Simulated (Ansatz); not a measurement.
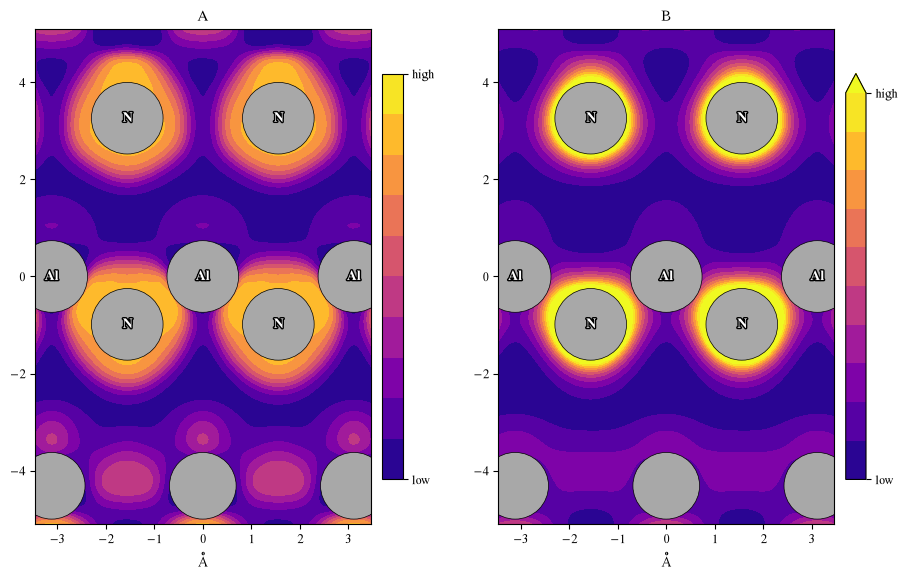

AlN: 2 fields on the (011) plane of the calculation cell, with unlabelled colour scales. Grey discs cover the atomic cores.

Space group Cmc2₁; a point of a scan over the structure, not its minimum; not relaxed (largest force 1.3 eV/Å); PAW files of the earlier set (soft_1).

These are results of DFT PBEsol, scalar-relativistic, plane waves, PAW (Ansatz), not measurements.

> Which field does each panel show? The fields are: electron localisation function and valence pseudo-density.

Panel A: electron localisation function. Panel B: valence pseudo-density. From the grid: Al–N (1.84 Å): the density is about 0.74 e/Å³ at the midpoint; the ELF peaks at about 0.90 between the atoms (a shared but strongly polarised pair).
